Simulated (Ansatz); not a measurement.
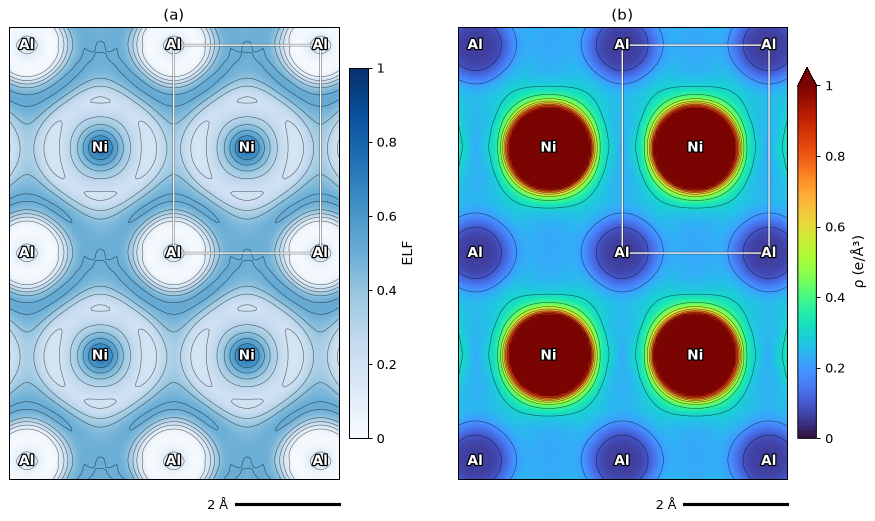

AlNi. (a) ELF; (b) valence electron density on the (101) plane of the conventional cell.

Space group P4mm; a structure from a database of computed crystals, not necessarily the ambient phase; changed on purpose from its base cell (all Al atoms moved +0.037 Å, as atom 1 along Cartesian [0 0 1]); computed without spin polarisation.

Level of theory: DFT PBEsol, scalar-relativistic, plane waves, PAW (Ansatz 0.2.0).

The density is the valence pseudo-density of a PAW calculation; it isn't the true density close to the nuclei.

Describe what can be read from this map.

The section cuts through Al and Ni sites. Al–Ni (2.46 Å): the density is about 0.32 e/Å³ at the midpoint; the ELF is about 0.40 at the midpoint. Al–Ni (2.50 Å): the density is about 0.3 e/Å³ at the midpoint; the ELF is about 0.40 at the midpoint. Between the atoms the lowest density in this plane is 0.22 e/Å³. The features right at Ni lie inside the PAW spheres, where the map follows smoothed inner orbitals and isn't to be read closely.

Does the calculation give a band gap?

It is gapless in this calculation (a metal or semimetal).
